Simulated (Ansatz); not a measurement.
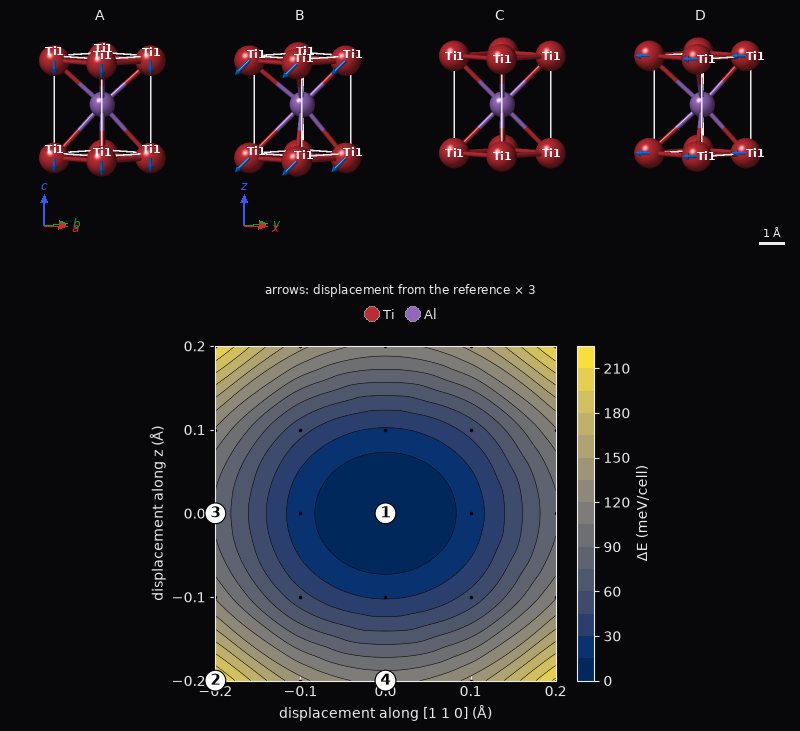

Energy scan for crystalline TiAl (P4/mmm), in which the Ti atom (one in each cell of 2 atoms) is moved over the plane of the Cartesian directions [1 1 0] and z, all else fixed. The map is interpolated between the computed points (dots). The frames are shuffled; each belongs to one numbered point. A ball-and-stick model of the cell of the calculation, seen nearly along the normal of the scanned plane. Blue arrows: displacements from the reference.

All numbers below come from Ansatz, DFT PBE, scalar-relativistic, plane waves, PAW. Set-up: plane-wave cutoff 420 eV; k-point mesh 16 × 16 × 12; occupations gaussian; smearing width 0.15 eV; no spin polarisation. Energies (free energies at the smearing named) are counted from the cell as listed in its source, which wasn't relaxed.

Which frame belongs to which numbered point?

Answer. Point 1 is frame C, at (0.00, 0.00) and 0.0 meV/cell; 2 is frame B, at (−0.20, −0.20) and 212.9 meV/cell; 3 is frame D, at (−0.20, 0.00) and 87.7 meV/cell; 4 is frame A, at (0.00, −0.20) and 115.9 meV/cell. In pairs of (displacement along [1 1 0] (Å); displacement along z (Å)): the lowest computed point lies at (0.00, 0.00) (0.0 meV/cell), the highest at (−0.20, −0.20), (0.20, 0.20), (0.20, −0.20), (−0.20, 0.20) (212.9 meV/cell).  Over the ranges scanned the energy rises by about as much along both axes.
